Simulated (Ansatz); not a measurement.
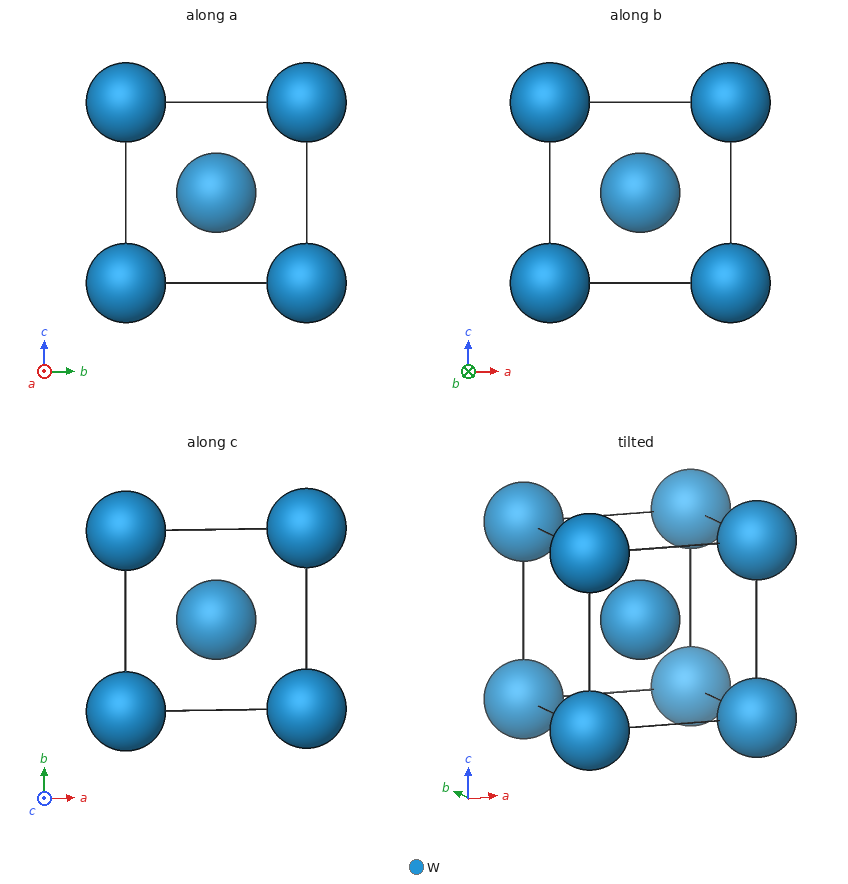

The structure above is drawn in spheres-only style and viewed along the a axis, along the b axis, along the c axis and slightly off an axis. The wireframe shows the drawn cell (a repeat of the simulation cell).

Lattice parameters: a = 3.185 Å, b = 3.185 Å, c = 3.185 Å, α = 90.00°, β = 90.00°, γ = 89.14°. Put a along x and b in the xy plane.

> From the views, write a POSCAR file.

```
W
1.0
     3.185    0.000    0.000
     0.048    3.184    0.000
     0.000    0.000    3.185
W
2
Direct
  0.0000 0.0000 0.0000
  0.5000 0.5000 0.5000
```

The structure comes from a structure type filled with this element by a generator (whether the element takes this form wasn't checked). The cell was then strained or its atoms displaced on purpose. It went into a calculation with Ansatz.
